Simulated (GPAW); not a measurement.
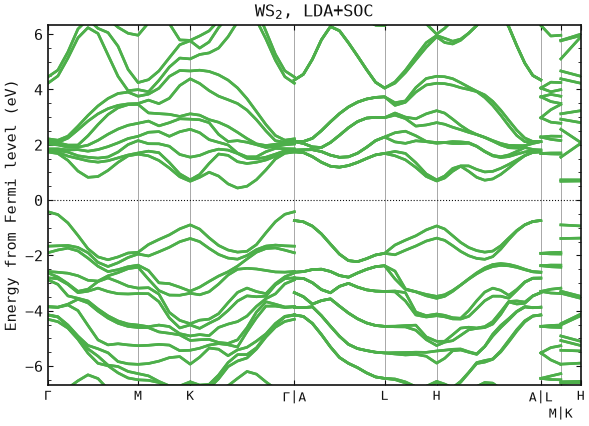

Band structure. Energies are counted from the Fermi level.

### What lattice type does the k path imply?

A hexagonal (primitive) lattice: the path Γ–M–K–Γ|A–L–H–A|L–M|K–H runs through the special points of its Brillouin zone.

System: WS2, space group P6_3/mmc, 6 atoms in the cell.

```xyz
6
Lattice="3.1530 0.0000 0.0000 -1.5765 2.7306 0.0000 0.0000 0.0000 12.3200" Properties=species:S:1:pos:R:3 pbc="T T T"
W     0.0000    1.8204    3.0800
W     1.5765    0.9102    9.2400
S     1.5765    0.9102    4.6410
S     1.5765    0.9102    1.5190
S     0.0000    1.8204   10.8010
S     0.0000    1.8204    7.6790
```

Level of theory: LDA, the program's PAW data sets (release 1.2.1) made for this functional, spin-orbit coupling, no magnetisation, 9×9×2 k mesh, 600 eV cutoff, Fermi-Dirac smearing of 0.05 eV; code GPAW 26.7.0.

### What does the band structure say about the gap?

The bands leave a gap. The gap along this path is 0.86 eV and indirect, from the valence-band top at Γ to the conduction-band bottom between K and Γ; the smallest direct gap is 1.58 eV, at K.

### What are the direct gaps at H, Γ and L?

The direct gaps are 1.63 eV at H, 2.16 eV at Γ and 3.61 eV at L.

### How much do the top valence band and the lowest conduction band disperse along the path?

The top valence band spans 1.8 eV and the lowest conduction band 1.3 eV.

Spin-orbit coupling was added after a scalar SCF, so levels and gaps hold it while energy, forces, pressure and moments don't. This program's spin-orbit splittings come out too wide for heavy elements. LDA, GGA and most meta-GGA functionals understate gaps. The cell is at −3 GPa in this functional. The cell was built from a pattern and not relaxed, so its bond lengths can be off.
